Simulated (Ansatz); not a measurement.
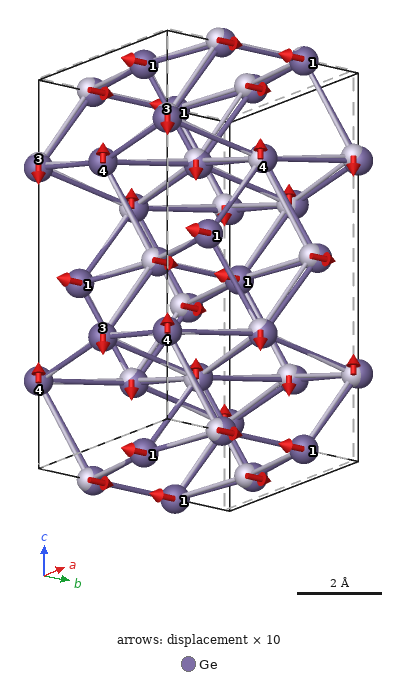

A symmetric starting cell of Ge (made from another compound by putting Ge in place of Si), drawn pale, and a changed version of it, drawn solid. The red arrows show how the atoms are displaced (without the part that the change of the cell carries along), magnified 10 times. Besides, the cell is strained by +2.7 % along b, −0.1 % along a, −0.4 % along c (volume +2.2 %). A ball-and-stick model of the conventional cell (4 times the calculation's cell), seen from a free direction. Lengths and directions refer to the drawn axes.

Computed with DFT PBEsol, scalar-relativistic, plane waves, PAW in Ansatz. Set-up: plane-wave cutoff 420 eV; k-point mesh 12 × 12 × 12; occupations gaussian; smearing width 0.1 eV; no spin polarisation.

> Describe the displacements and the computed response.

Atoms are displaced by up to 0.07 Å (root mean square over those that move 0.06 Å) relative to the cell. No relaxation follows. The starting cell wasn't computed here and needn't be at equilibrium, so pressure and forces aren't due to the change alone. Some distances before and after: Ge–Ge 2.629 → 2.732 Å, Ge–Ge 2.537 → 2.458 Å, Ge–Ge 2.849 → 2.904 Å, Ge–Ge 2.605 → 2.581 Å. The space group stays Fmmm (No. 69). The pressure is 4.1 GPa (not all of it need come from the change, since the unchanged cell can be under pressure at this level too). The principal stresses (compression positive) are 6.2 GPa along a, 3.3 GPa along b, 3.0 GPa along c. The largest forces, 0.7 eV/Å, act on 2 Ge atoms of the calculation's cell. The forces mostly point back along the displacements (cosine −0.94).
